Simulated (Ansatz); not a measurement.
# Zn₉O₈ (cell with a defect): what the fields show

Input file:

```
crystal:
  lattice:
    - [-3.219, -5.575472, 0.0]
    - [4.8285, -2.787736, 0.0]
    - [0.0, 0.0, 5.1489]
  atoms:
    - { symbol: Zn, position: [0.49999996, 0.33333331, 0.0] }
    - { symbol: Zn, position: [0.49999995, 0.66666663, 0.5] }
    - { symbol: O, position: [0.49999996, 0.33333331, 0.3816] }
    - { symbol: O, position: [0.49999995, 0.66666663, 0.8816] }
    - { symbol: Zn, position: [0.24999996, 0.83333331, 0.0] }
    - { symbol: Zn, position: [0.24999998, 0.16666665, 0.5] }
    - { symbol: O, position: [0.24999996, 0.83333331, 0.3816] }
    - { symbol: O, position: [0.24999998, 0.16666665, 0.8816] }
    - { symbol: Zn, position: [-1.0e-08, 0.33333333, 0.0] }
    - { symbol: Zn, position: [-2.0e-08, 0.66666665, 0.5] }
    - { symbol: O, position: [-1.0e-08, 0.33333333, 0.3816] }
    - { symbol: O, position: [-2.0e-08, 0.66666665, 0.8816] }
    - { symbol: Zn, position: [0.74999993, 0.83333329, 0.0] }
    - { symbol: Zn, position: [0.74999995, 0.16666663, 0.5] }
    - { symbol: O, position: [0.74999993, 0.83333329, 0.3816] }
    - { symbol: O, position: [0.74999995, 0.16666663, 0.8816] }
    - { symbol: Zn, position: [0.75920921, 0.6509345, 0.66817484] }
basis:
  ecutwfc: 420.0
kpoints:
  mp_grid: { grid: [2, 2, 2] }
hamiltonian:
  xc: lda
  pseudopotentials: { kind: paw, azcp: { folder: soft_1 } }
scf:
  occupations: { method: gaussian, width: 0.05 }
  lower_state_search: "off"
relax:
  f_tol: 0.03
  max_steps: 60
  adjacent_minimum: "off"
output:
  write_density: true
  write_potential: true
  elf: true
  volumetric_format: npy
```

Command:

```sh
ansatz run input.yaml --threads 2 --pin off --max-ram 5120MiB --backend cpu --events-out ev --progress --plain --runs-dir out
```

The fields are those of the run's last geometry, not of the input's.

PAW files of the earlier set (soft_1).

Theory: DFT LDA, scalar-relativistic, plane waves, PAW in Ansatz.

In a PAW calculation such maps are meaningful between the atoms, not at the nuclei.

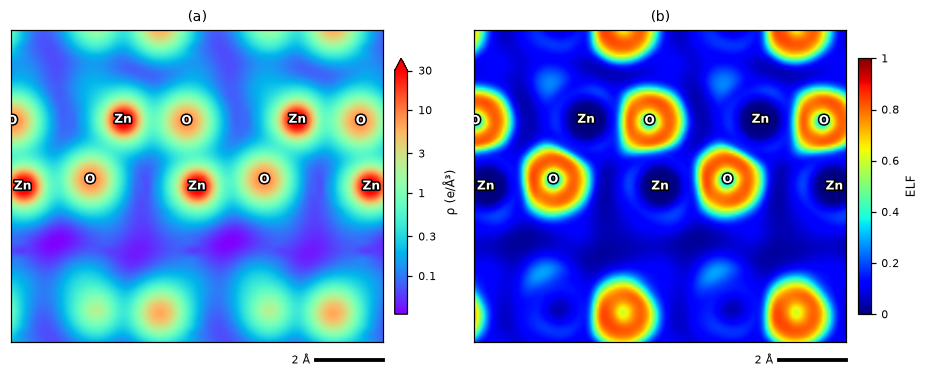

Figure 1. (a) valence charge density (pseudo); (b) electron localisation function on the (11̄0) plane of the calculation cell.

Question: Describe what can be read from this map.

Answer: The section cuts through Zn and O sites. Atoms just off the plane (Zn, 0.6 Å away and O, 0.3 Å away) can leave unmarked features too. Zn–O (1.87 Å): the density is about 0.8 e/Å³ at the midpoint; the ELF peaks at about 0.80 in the valence shell of O, 0.6 Å from its nucleus, and is about 0.30 at the midpoint; no localised pair shows between them. Zn–O (1.96 Å): ρ is about 0.63 e/Å³ halfway; the ELF peaks at about 0.80 in the valence shell of O, 0.6 Å from its nucleus, and is about 0.25 at the midpoint (no shared electron pair shows on this line). Zn–O (1.99 Å): ρ is about 0.6 e/Å³ halfway; the ELF peaks at about 0.85 in the valence shell of O, 0.6 Å from its nucleus, and is about 0.20 at the midpoint; no shared electron pair shows on this line. Zn–O (2.03 Å): ρ at the midpoint is about 0.54 e/Å³; the ELF peaks at about 0.80 in the valence shell of O, 0.6 Å from its nucleus, and is about 0.20 at the midpoint; no shared electron pair shows on this line. Between the atoms the lowest density in this plane is 0.03 e/Å³.

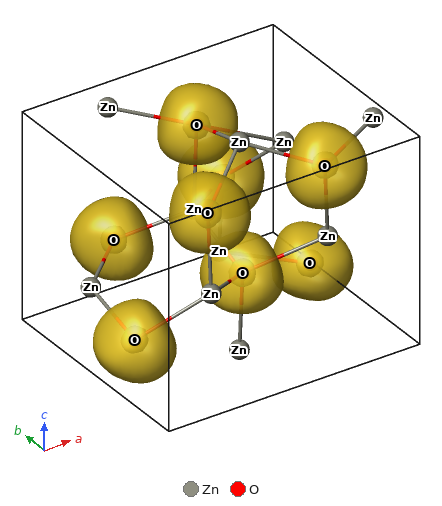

Figure 2. Isosurface of the ELF at 0.6 (yellow), seen at an oblique angle. Only the valence region is drawn (cores and ρ < 0.01 e/Å³ removed). Sticks mark near contacts.

Question: Describe the localisation domains.

Answer: The ELF exceeds this value in eight regions wrapped around O (the valence shell of each), counted in one cell of 17 atoms. Any copies at cell faces, edges or corners count once. Along the contacts the grid gives the following. Zn–O (1.85 Å): the ELF peaks at about 0.85 in the valence shell of O, 0.6 Å from its nucleus, and is about 0.30 at the midpoint: no shared electron pair shows on this line. Zn–O (1.90 Å): the ELF peaks at about 0.85 in the valence shell of O, 0.6 Å from its nucleus, and is about 0.25 at the midpoint: no shared electron pair shows on this line.

Question: Metal or insulator at this level of theory?

Answer: It is gapped, with a Kohn–Sham gap of 0.64 eV on the k-point mesh, an upper bound to the gap of this method.
